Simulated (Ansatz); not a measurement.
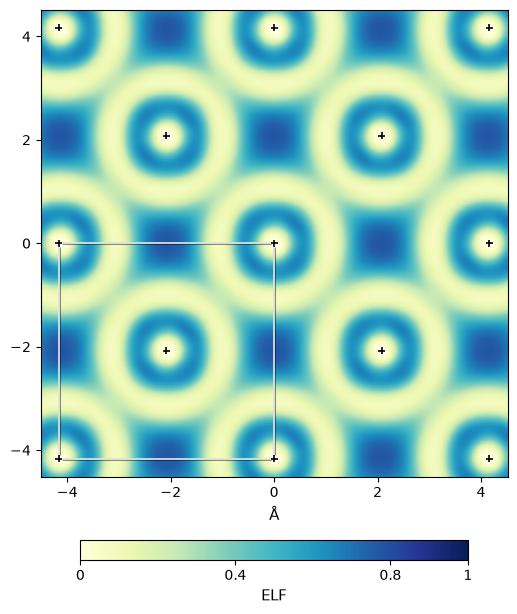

The ELF on a plane through atoms (crosses mark nuclei in the plane).

Theory: DFT, r2SCAN, plane waves (500 eV) with PAW, scalar-relativistic in Ansatz 0.2.0.

Candidates:
A. Ti, a = 4.16 Å, b = 4.16 Å, c = 4.16 Å, α = 90.00°, β = 90.00°, γ = 90.00°. Space group Fm-3m; set up as Ti, fcc; a generated structure, not necessarily the stable one; changed on purpose from its base cell (volume × 1.04); computed pressure about −4 GPa in this cell; the program warned that a starting moment wasn't kept; spin-polarised, but the moments vanished.
B. Pt, a = 2.76 Å, b = 2.76 Å, c = 9.33 Å, α = 90.00°, β = 90.00°, γ = 120.00°. Space group P6₃/mmc; set up as Pt, dhcp; a generated structure, not necessarily the stable one; changed on purpose from its base cell (volume × 1.0); the program warned that a starting moment wasn't kept; spin-polarised, but the moments vanished.
C. Ru, a = 4.40 Å, b = 4.40 Å, c = 2.77 Å, α = 90.00°, β = 90.00°, γ = 120.00°. Space group P6/mmm; set up as Ru, omega (AlB2-type); a generated structure, not necessarily the stable one; changed on purpose from its base cell (volume × 1.12); computed pressure about −27 GPa in this cell; the program warned that a starting moment wasn't kept; spin-polarised, but the moments vanished.

Q: Which system is this?

A: Candidate A: Ti on the (100) plane of the conventional cell, which holds Ti. Ti–Ti (2.94 Å): the ELF is about 0.25 at the midpoint (no shared electron pair shows on this line).
